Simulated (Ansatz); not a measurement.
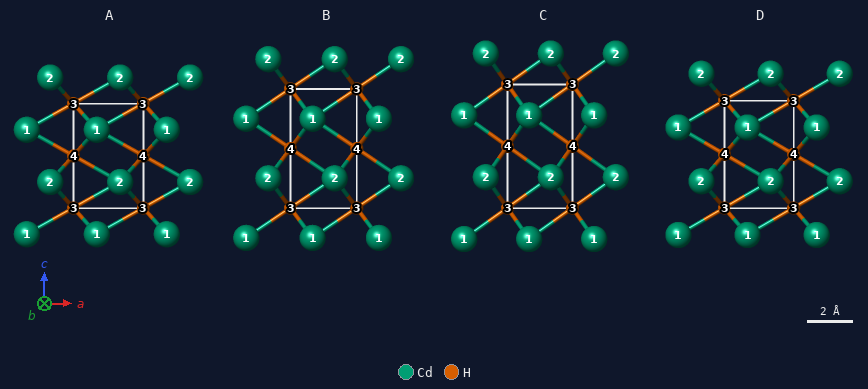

4 geometries from one relaxation of crystalline CdH (a generated structure, set up in P6_3/mmc), in shuffled order. A ball-and-stick model of the cell of the calculation, seen along the b axis.

These are results of DFT PBE, scalar-relativistic, plane waves, PAW in Ansatz 0.2.0, not measurements. Set-up: plane-wave cutoff 420 eV; k-point mesh 18 × 18 × 8; occupations gaussian; smearing width 0.1 eV; no spin polarisation; cell and atoms relaxed; force threshold 0.01 eV/Å; at most 80 steps.

Q: Put them in the order of the run, from the start to the converged end.

A: C, B, D, A. They are steps 0, 3, 5, 12, at +0.141 eV per cell of the calculation, +0.119 eV per cell of the calculation, +18.2 meV per cell of the calculation relative to the last. The atoms keep their places relative to the cell (all moves are under 0.005 Å). The drawn cell changes as follows: a = b 3.384 → 3.642 Å (+7.6 %), c 5.575 → 4.710 Å (−15.5 %); the volume changes by −2.1 %. Some distances before and after: Cd1–H3 2.400 → 2.410 Å. The space group stays P6_3/mmc (No. 194). Over 9 accepted moves (12 points after the start) the energy falls by 0.141 eV per cell of the calculation. All forces vanish by symmetry, so only the cell relaxes. The pressure goes from 0.08 to 0.00 GPa. The line search rejected the trial step at point 6 of the run. At 2 points the geometry stayed and the basis and grid were re-selected for the new cell (energy shift of 2.1 meV per cell of the calculation at most each time).
